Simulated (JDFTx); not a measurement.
Ta$_{3}$N: single-point calculation at one volume of an equation of state

- system: Ta$_{3}$N (P-3m1, 4 atoms in the cell)
- method: Kohn-Sham DFT of a periodic cell, PBEsol, PseudoDojo-SR-PBEsol-0.4.1-standard, no spin polarisation (JDFTx 1.7.0 (patched build))

The structure derives from a Materials Project entry. It belongs to a series of runs on one base structure; here: volume scaled by 1.0.

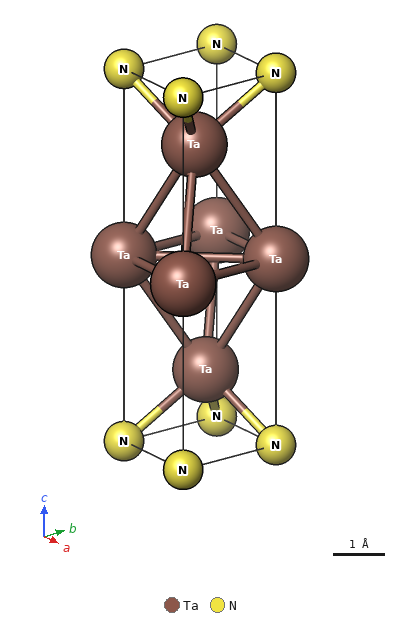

The structure as given in the input (ball-and-stick view of the cell of the calculation, seen slightly off an axis). An atom can appear more than once, as a periodic image.

### Input file
```
lattice \
    5.7300728857    -2.8650364429     0.0000000000 \
    0.0000000000     4.9623886845     0.0000000000 \
    0.0000000000     0.0000000000    14.2185582542
coords-type Lattice
ion Ta     0.6666666667     0.3333333333     0.8260700000 1
ion Ta     0.3333333333     0.6666666667     0.1739300000 1
ion Ta     0.0000000000     0.0000000000     0.5000000000 1
ion N      0.0000000000     0.0000000000     0.0000000000 1

ion-species pseudo/Ta.upf
ion-species pseudo/N.upf
elec-cutoff 42 336
elec-ex-corr gga-PBEsol
kpoint-folding 10 10 4
elec-smearing Fermi 0.0018374661
elec-n-bands 30
electronic-SCF nIterations 100 energyDiffThreshold 1e-09
electronic-minimize nIterations 30 energyDiffThreshold 1e-7
forces-output-coords Cartesian

dump-name run.$VAR
dump End Ecomponents EigStats BandEigs Kpoints Forces Stress
```

Run on 1 thread of Intel Xeon (Granite Rapids), 32 GiB of memory available, shared host.

Run as:
```bash
jdftx -c 1 -i Ta3N.in -o Ta3N.out
```

### Log
```
*************** JDFTx 1.7.0 (patched build) ***************

Input parsed successfully to the following command list (including defaults):
[... the input with its defaults ...]

---------- Setting up symmetries ----------

Found 24 point-group symmetries of the bravais lattice
Found 12 space-group symmetries with basis
Applied RMS atom displacement 2.33929e-10 bohrs to make symmetries exact.

---------- Initializing the Grid ----------
R =
[      5.73007     -2.86504            0  ]
[            0      4.96239            0  ]
[            0            0      14.2186  ]
unit cell volume = 404.303
G =
[    1.09653   0.633081         -0  ]
[          0    1.26616          0  ]
[          0         -0     0.4419  ]
Minimum fftbox size, Smin = [  48  48  120  ]
Chosen fftbox size, S = [  48  48  120  ]

---------- Initializing tighter grid for wavefunction operations ----------
R =
[      5.73007     -2.86504            0  ]
[            0      4.96239            0  ]
[            0            0      14.2186  ]
unit cell volume = 404.303
G =
[    1.09653   0.633081         -0  ]
[          0    1.26616          0  ]
[          0         -0     0.4419  ]
Minimum fftbox size, Smin = [  36  36  84  ]
Chosen fftbox size, S = [  36  36  84  ]

---------- Exchange Correlation functional ----------
Initalized PBEsol GGA exchange.
Initalized PBEsol GGA correlation.

---------- Setting up pseudopotentials ----------
Width of ionic core gaussian charges (only for fluid interactions / plotting) set to 0

Reading pseudopotential file 'pseudo/Ta.upf':
  'Ta' pseudopotential, 'PBESOL' functional
  Generated using ONCVPSP code by D. R. Hamann
  13 valence electrons, 4 orbitals, 8 projectors, 1001 radial grid points, with lMax = 3
    5S    l: 0   occupation:  2.0   eigenvalue: -2.683866
    5P    l: 1   occupation:  6.0   eigenvalue: -1.448529
    5D    l: 2   occupation:  3.0   eigenvalue: -0.133056
    6S    l: 0   occupation:  2.0   eigenvalue: -0.201047
  Core radius for overlap checks: 2.22 bohrs.

Reading pseudopotential file 'pseudo/N.upf':
  'N' pseudopotential, 'PBESOL' functional
  Generated using ONCVPSP code by D. R. Hamann
  5 valence electrons, 2 orbitals, 4 projectors, 1001 radial grid points, with lMax = 1
    2S    l: 0   occupation:  2.0   eigenvalue: -0.678237
    2P    l: 1   occupation:  3.0   eigenvalue: -0.258576
  Core radius for overlap checks: 1.31 bohrs.

Initialized 2 species with 4 total atoms.

Folded 1 k-points by 10x10x4 to 400 k-points.

---------- Setting up k-points, bands, fillings ----------
Reduced to 50 k-points under symmetry.
Computing the number of bands and number of electrons
Calculating initial fillings.
nElectrons:  44.000000   nBands: 30   nStates: 50

----- Setting up reduced wavefunction bases (one per k-point) -----
average nbasis = 5256.758 , ideal nbasis = 5256.231

---------- Setting up ewald sum ----------
Optimum gaussian width for ewald sums = 2.341364 bohr.
Real space sum over 1183 unit cells with max indices [  6  6  3  ]
Reciprocal space sum over 2783 terms with max indices [  5  5  11  ]

---------- Allocating electronic variables ----------
Initializing wave functions:  linear combination of atomic orbitals
Ta pseudo-atom occupations:   s ( 2 2 )  p ( 6 )  d ( 3 )
N pseudo-atom occupations:   s ( 2 )  p ( 3 )
	FillingsUpdate:  mu: +0.700842020  nElectrons: 44.000000
LCAOMinimize: Iter:   0  F: -187.0737312805038925  |grad|_K:  4.247e-03  alpha:  1.000e+00
	FillingsUpdate:  mu: +0.714196434  nElectrons: 44.000000
LCAOMinimize: Iter:   1  F: -187.2228142469556929  |grad|_K:  1.568e-03  alpha:  2.110e-01  linmin: -1.084e-01  cgtest:  4.160e-01
LCAOMinimize: Encountered beta<0, resetting CG.
[... 13 lines of inner loops ...]
LCAOMinimize: Iter:   8  F: -187.2335215280781426  |grad|_K:  1.354e-06  alpha:  1.388e-01  linmin: -9.109e-04  cgtest:  9.573e-03
	FillingsUpdate:  mu: +0.709725780  nElectrons: 44.000000
LCAOMinimize: Iter:   9  F: -187.2335215439973979  |grad|_K:  5.300e-07  alpha:  2.834e-01  linmin: -4.257e-05  cgtest: -1.708e-03
LCAOMinimize: Converged (|Delta F|<1.000000e-06 for 2 iters).

-------- Electronic minimization -----------
Will mix electronic density at each iteration.
	FillingsUpdate:  mu: +0.709725780  nElectrons: 44.000000
	FillingsUpdate:  mu: +0.694074118  nElectrons: 44.000000
SCF: Cycle:  0   F: -187.395789569638879   dF: -1.623e-01   |Residual|: 1.398e-01   |deigs|: 1.114e-02
	FillingsUpdate:  mu: +0.686916635  nElectrons: 44.000000
SCF: Cycle:  1   F: -187.406007785292530   dF: -1.022e-02   |Residual|: 6.623e-02   |deigs|: 1.564e-02
	FillingsUpdate:  mu: +0.681217206  nElectrons: 44.000000
SCF: Cycle:  2   F: -187.408948650063820   dF: -2.941e-03   |Residual|: 1.418e-02   |deigs|: 1.280e-02
	FillingsUpdate:  mu: +0.680783285  nElectrons: 44.000000
SCF: Cycle:  3   F: -187.409011562615120   dF: -6.291e-05   |Residual|: 6.843e-03   |deigs|: 7.759e-04
	FillingsUpdate:  mu: +0.681171591  nElectrons: 44.000000
SCF: Cycle:  4   F: -187.408976798812603   dF: +3.476e-05   |Residual|: 2.587e-03   |deigs|: 1.139e-03
	FillingsUpdate:  mu: +0.681079546  nElectrons: 44.000000
SCF: Cycle:  5   F: -187.409031011918302   dF: -5.421e-05   |Residual|: 1.130e-03   |deigs|: 3.028e-04
	FillingsUpdate:  mu: +0.680931244  nElectrons: 44.000000
SCF: Cycle:  6   F: -187.409032292749259   dF: -1.281e-06   |Residual|: 5.227e-04   |deigs|: 3.619e-04
	FillingsUpdate:  mu: +0.680972135  nElectrons: 44.000000
SCF: Cycle:  7   F: -187.409032819379178   dF: -5.266e-07   |Residual|: 1.377e-04   |deigs|: 8.675e-05
	FillingsUpdate:  mu: +0.680980784  nElectrons: 44.000000
SCF: Cycle:  8   F: -187.409033002393613   dF: -1.830e-07   |Residual|: 1.958e-05   |deigs|: 2.659e-05
	FillingsUpdate:  mu: +0.680978112  nElectrons: 44.000000
SCF: Cycle:  9   F: -187.409033108734945   dF: -1.063e-07   |Residual|: 1.534e-05   |deigs|: 1.553e-05
	FillingsUpdate:  mu: +0.680978541  nElectrons: 44.000000
SCF: Cycle: 10   F: -187.409033150645882   dF: -4.191e-08   |Residual|: 8.218e-06   |deigs|: 1.306e-05
	FillingsUpdate:  mu: +0.680979005  nElectrons: 44.000000
SCF: Cycle: 11   F: -187.409033163532797   dF: -1.289e-08   |Residual|: 3.131e-06   |deigs|: 1.145e-05
	FillingsUpdate:  mu: +0.680979093  nElectrons: 44.000000
SCF: Cycle: 12   F: -187.409033169729156   dF: -6.196e-09   |Residual|: 1.479e-06   |deigs|: 1.121e-05
	FillingsUpdate:  mu: +0.680979009  nElectrons: 44.000000
SCF: Cycle: 13   F: -187.409033172126698   dF: -2.398e-09   |Residual|: 8.957e-07   |deigs|: 1.050e-05
	FillingsUpdate:  mu: +0.680978922  nElectrons: 44.000000
SCF: Cycle: 14   F: -187.409033172994754   dF: -8.681e-10   |Residual|: 4.966e-07   |deigs|: 9.471e-06
	FillingsUpdate:  mu: +0.680978946  nElectrons: 44.000000
SCF: Cycle: 15   F: -187.409033173389389   dF: -3.946e-10   |Residual|: 3.840e-07   |deigs|: 1.017e-05
SCF: Converged (|Delta E|<1.000000e-09 for 2 iters).

Setting wave functions to eigenvectors of Hamiltonian

# Stress tensor in Cartesian coordinates [Eh/a0^3]:
[  0.000282326            0            0  ]
[            0  0.000282326            0  ]
[            0            0    0.0002611  ]

# Ionic positions in lattice coordinates:
ion Ta   0.666666666666667   0.333333333333333   0.826070000000000 1
ion Ta   0.333333333333333   0.666666666666667   0.173930000000000 1
ion Ta   0.000000000000000   0.000000000000000   0.500000000000000 1
ion N   0.000000000000000   0.000000000000000   0.000000000000000 1

# Forces in Cartesian coordinates:
force Ta  -0.000000000000000   0.000000000000000   0.007705709396738 1
force Ta   0.000000000000000  -0.000000000000000  -0.007705709396741 1
force Ta   0.000000000000000  -0.000000000000000  -0.000000000000000 1
force N   0.000000000000000   0.000000000000000   0.000000000000000 1

# Energy components:
   Eewald =     -155.6051774512499151
       EH =       25.2900822298477657
     Eloc =      -99.1952894176533988
      Enl =       12.6566941001266375
      Exc =      -47.1105009110082165
 Exc_core =       18.2518868302797301
       KE =       58.3042008648925005
-------------------------------------
     Etot =     -187.4081037547649089
       TS =        0.0009294186244677
-------------------------------------
        F =     -187.4090331733893890

IonicMinimize: Iter:   0  F: -187.409033173389389  |grad|_K:  3.146e-03
IonicMinimize: None of the convergence criteria satisfied after 0 iterations.

#--- Lowdin population analysis ---
# oxidation-state Ta +0.390 +0.390 +0.176
# oxidation-state N -0.639

Dumping 'run.eigStats' ...
	eMin: -1.829207 at state 0 ( [ +0.000000 +0.000000 +0.000000 ] spin 0 )
	HOMO: +0.680969 at state 37 ( [ +0.200000 +0.200000 +0.000000 ] spin 0 )
	mu  : +0.680979
	LUMO: +0.681629 at state 5 ( [ +0.000000 +0.100000 +0.500000 ] spin 0 )
	eMax: +0.889601 at state 19 ( [ +0.000000 +0.500000 +0.000000 ] spin 0 )
	HOMO-LUMO gap: +0.000660
	Optical gap  : +0.010155 at state 4 ( [ +0.000000 +0.100000 +0.250000 ] spin 0 )
Done!
```

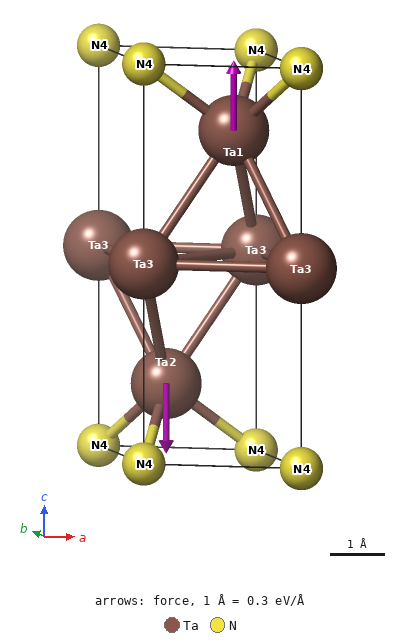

Forces on the atoms as pink arrows (ball-and-stick view of the cell of the calculation, seen slightly off an axis; atoms are numbered from 1 in the order of the input). The largest act on Ta1, Ta2 (0.40 eV/Å). The geometry is not a stationary point of this energy.

### Results in brief

```json
{"quantity": "outcome", "value": "converged"}
{"quantity": "space group (tolerance 0.01 Å)", "value": "P-3m1 (164)"}
{"quantity": "electrons treated", "value": "44"}
{"quantity": "free energy", "value": "−5099.6596 eV"}
{"quantity": "Fermi energy", "value": "18.530 eV"}
{"quantity": "gap on the k-point mesh", "value": "none (metallic)"}
{"quantity": "pressure", "value": "−8.10 GPa"}
{"quantity": "largest force (length of the vector)", "value": "0.396 eV/Å"}
{"quantity": "wall time", "value": "3.9 min"}
{"quantity": "peak memory", "value": "0.63 GiB"}
```

### Notes

Spin–orbit coupling is left out, which matters for Ta. The cell is under a tension of 8.1 GPa at this level, so it is not at its equilibrium volume.
